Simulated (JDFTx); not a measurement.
## Energy of PbF2 along an even scaling of the cell

System: PbF2 (Fm-3m, 3 atoms in the cell).
Method: Kohn-Sham DFT of a periodic cell, PBEsol, PseudoDojo-SR-PBEsol-0.4.1-standard, no spin polarisation (JDFTx 1.7.0 (patched build)).

The 7 runs differ only in the geometry, by an even scaling of the cell at fixed fractional positions. The structure derives from an entry of the Crystallography Open Database.

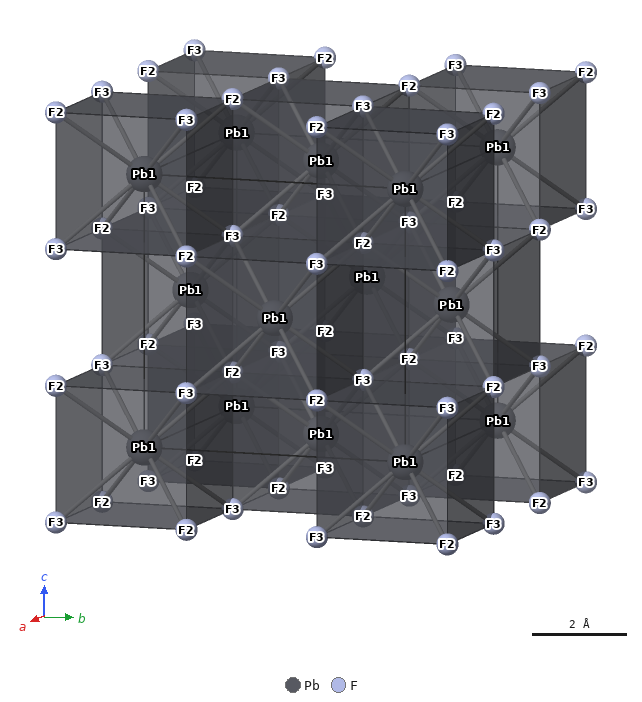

Figure 1. The structure of run 4 (polyhedral view of the cell 4 times as large as that of the calculation, set on its symmetry axes, seen slightly off an axis; polyhedra are completed across the faces of the cell; atoms are numbered from 1 in the order of the input). An atom can appear more than once, as a periodic image.

**Input of run 4**
```
lattice \
    0.0000000000     5.6005057265     5.6005057265 \
    5.6005057265     0.0000000000     5.6005057265 \
    5.6005057265     5.6005057265     0.0000000000
coords-type Lattice
ion Pb     0.0000000000     0.0000000000     0.0000000000 1
ion F      0.7500000000     0.7500000000     0.7500000000 1
ion F      0.2500000000     0.2500000000     0.2500000000 1

ion-species pseudo/Pb.upf
ion-species pseudo/F.upf
elec-cutoff 42 336
elec-ex-corr gga-PBEsol
kpoint-folding 8 8 8
elec-smearing Fermi 0.0018374661
elec-n-bands 21
electronic-SCF nIterations 100 energyDiffThreshold 1e-09
electronic-minimize nIterations 30 energyDiffThreshold 1e-7
forces-output-coords Cartesian

dump-name run.$VAR
dump End Ecomponents EigStats BandEigs Kpoints Forces Stress
```

Command:
```bash
jdftx -c 1 -i PbF2.in -o PbF2.out
```

Lattice vectors (Å) and fractional positions of run 4:
```
   0.000000    2.963660    2.963660
   2.963660    0.000000    2.963660
   2.963660    2.963660    0.000000
Pb  0.000000  0.000000  0.000000
F   0.750000  0.750000  0.750000
F   0.250000  0.250000  0.250000
```

Run 5 differs from it as follows:
```diff
-    0.0000000000     5.6005057265     5.6005057265 \
-    5.6005057265     0.0000000000     5.6005057265 \
-    5.6005057265     5.6005057265     0.0000000000
+    0.0000000000     5.6375962493     5.6375962493 \
+    5.6375962493     0.0000000000     5.6375962493 \
+    5.6375962493     5.6375962493     0.0000000000
```

**Results, with one run withheld**

| run | volume per atom (Å³) | free energy per atom, from the lowest run given (meV) | pressure (GPa) | gap on the mesh (eV) |
| --- | --- | --- | --- | --- |
| 1 | 16.313 | 9.71 | 4.12 | 4.29 |
| 2 | 16.660 | 2.89 | 2.19 | 4.30 |
| 3 | 17.007 | 0.00 | 0.48 | 4.31 |
| 4 | 17.354 | 0.61 | −1.04 | 4.32 |
| 5 | 17.701 | ? | ? | ? |
| 6 | 18.048 | 10.79 | −3.59 | 4.32 |
| 7 | 18.395 | 19.72 | −4.65 | 4.31 |

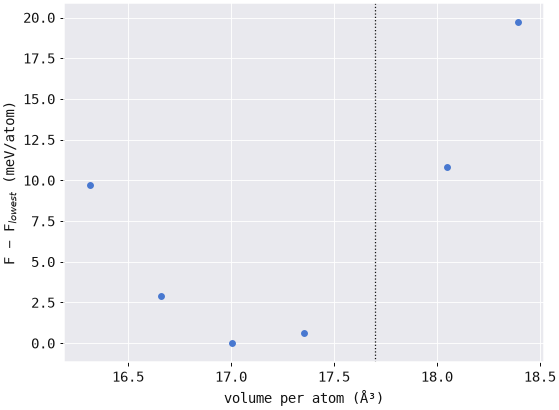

Figure 2. Free energy per atom of the runs given; the dotted line marks run 5.

What should run 5 give?

A cubic polynomial in V^(−2/3) (the Birch–Murnaghan form), fitted to the 6 runs given, misses them by under 0.01 meV per atom. With x = V^(−2/3) − 0.14967 Å⁻², it reads F = 0.16279 − 728.07 x + 4.0313e+05 x² + 1.0864e+06 x³ (meV per atom). At run 5 it gives 4.32 meV per atom, and the run itself gives 4.32. The slope of the fit gives a pressure −dF/dV of −2.38 GPa there, and the run prints −2.39 GPa. The fit has its minimum at 17.116 Å³ per atom, where V d²F/dV² gives 76.6 GPa: the bulk modulus at this level, since symmetry fixes the shape and the positions.

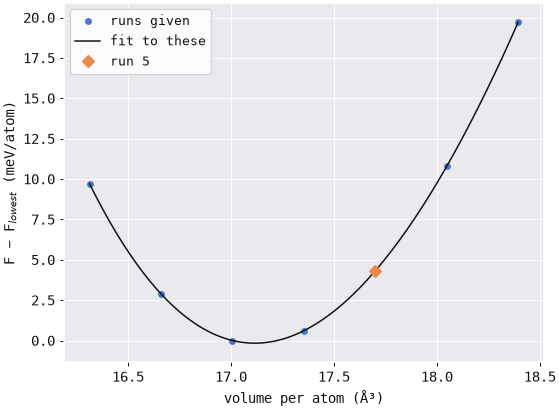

Figure 3. The fit and the withheld run.

**Some lines of the output (run 5)**
```
[...]
unit cell volume = 358.354
     Etot =     -108.4093462320913090
        F =     -108.4093462320913090
	HOMO-LUMO gap: +0.158771
	Optical gap  : +0.164236 at state 20 ( [ +0.000000 +0.500000 +0.500000 ] spin 0 )
```

Notes: Spin–orbit coupling is left out, which matters for Pb.
